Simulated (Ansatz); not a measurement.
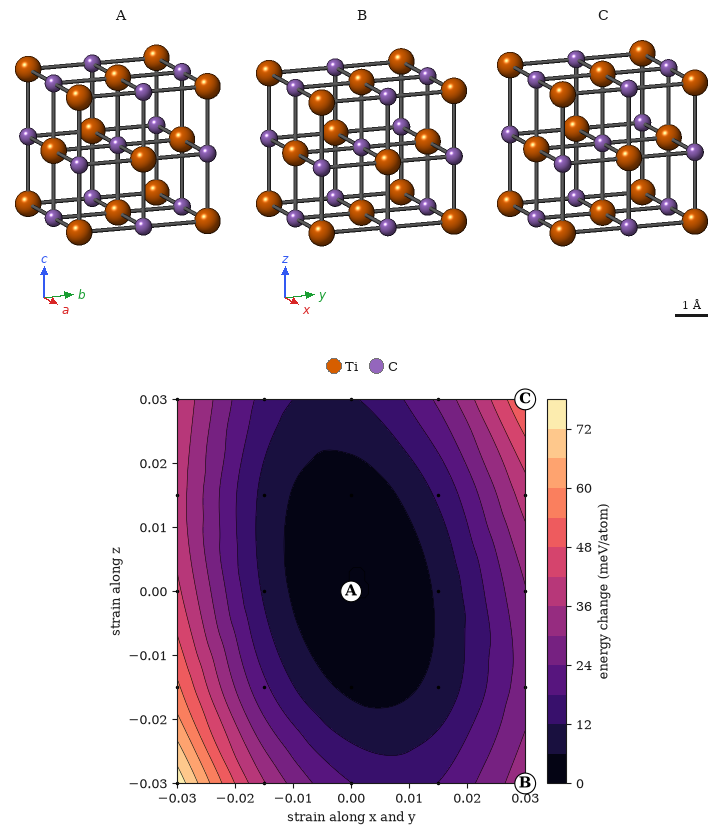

A crystal of TiC (Fm-3m): the cell is strained equally along x and y and separately along z, with the atoms kept at their fractional coordinates. x, y and z are the Cartesian axes of the input. The map is interpolated between the computed points (dots). The lettered frames are marked on it. A ball-and-stick model of the conventional cell (4 times the calculation's cell), seen slightly off an axis. Lengths and directions refer to the drawn axes.

Method: Ansatz, DFT PBE, scalar-relativistic, plane waves, PAW. Settings: plane-wave cutoff 420 eV; k-point mesh 18 × 18 × 18; occupations gaussian; smearing width 0.15 eV; no spin polarisation. Energies (free energies at the smearing named) are counted from the cell as listed in its source, which wasn't relaxed.

Q: Describe the energy landscape.

A: In pairs of (strain along x and y; strain along z): the lowest computed point lies at (0.000, 0.000) (0.0 meV/atom), the highest at (−0.030, −0.030) (76.1 meV/atom). The valley is tilted: raising the in-plane strain is made harder by raising the strain along z (cross term 0.30 of the geometric mean of the two curvatures). Over the ranges scanned the energy rises more along the first axis, the in-plane strain. The pressure runs from −18.0 GPa at (0.030, 0.030) to 28.7 GPa at (−0.030, −0.030). The frames lie at A (0.000, 0.000): 0.0 meV/atom, B (0.030, −0.030): 33.9 meV/atom, C (0.030, 0.030): 54.4 meV/atom.
